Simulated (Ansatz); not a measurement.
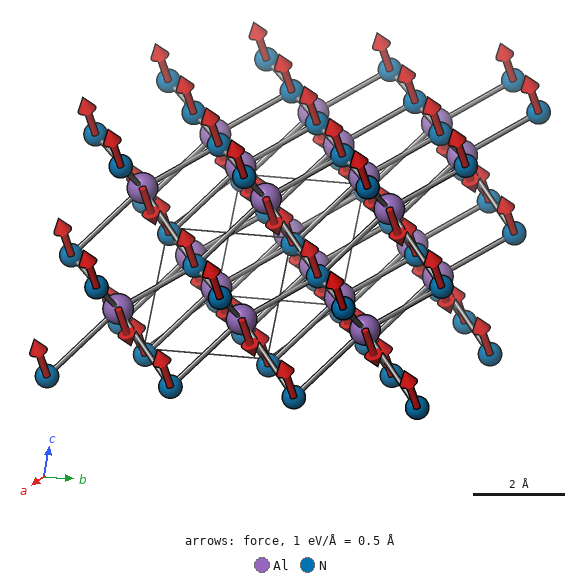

Starting geometry of solid AlN (set up in P1) with the computed forces as red arrows. A ball-and-stick model of the conventional cell (2 times the calculation's cell), repeated 2 × 2 × 2 with one cell outlined, seen slightly off an axis. Lengths and directions refer to the drawn axes.

Computed with Ansatz, DFT PBE, scalar-relativistic, plane waves, PAW. Settings: plane-wave cutoff 420 eV; k-point mesh 10 × 10 × 10; occupations gaussian; smearing width 0.05 eV; no spin polarisation; cell and atoms relaxed; force threshold 0.01 eV/Å; at most 80 steps.

What follows when this structure is relaxed?

It isn't relaxed: the largest force vector, on N atoms, is 2.12 eV/Å. The atoms end up moving mostly along the starting forces (cosine between the two patterns 0.98). The largest moves, 0.15 Å, are those of Al and N atoms. By element the largest moves are Al 0.15 Å, N 0.15 Å. The cell stays as it was. Some distances before and after: Al–N 2.268 → 2.035 Å, Al–N 1.822 → 2.035 Å, Al–N 2.215 → 2.035 Å, Al–N 1.887 → 2.035 Å. Bond angles that change, for instance: N–Al–N 164.4° → 180.0°, Al–N–Al 164.4° → 180.0°, N–Al–N 165.9° → 180.0°. The space group (tolerance 0.01 Å) goes from P1 (No. 1) to Fm-3m (No. 225). The energy falls by 152 meV per atom in 4 accepted moves (5 points after the start). Largest force component: 1.8 eV/Å at the start, 0.00016 eV/Å at the end. The pressure goes from 13.54 to −0.01 GPa. At 1 point the geometry stayed and the basis and grid were re-selected for the new cell (energy shift of less than 0.05 meV per atom at most each time). The run took 52 s on 1 thread of Arm Neoverse V1, on a shared host, peak memory 0.39 GiB.
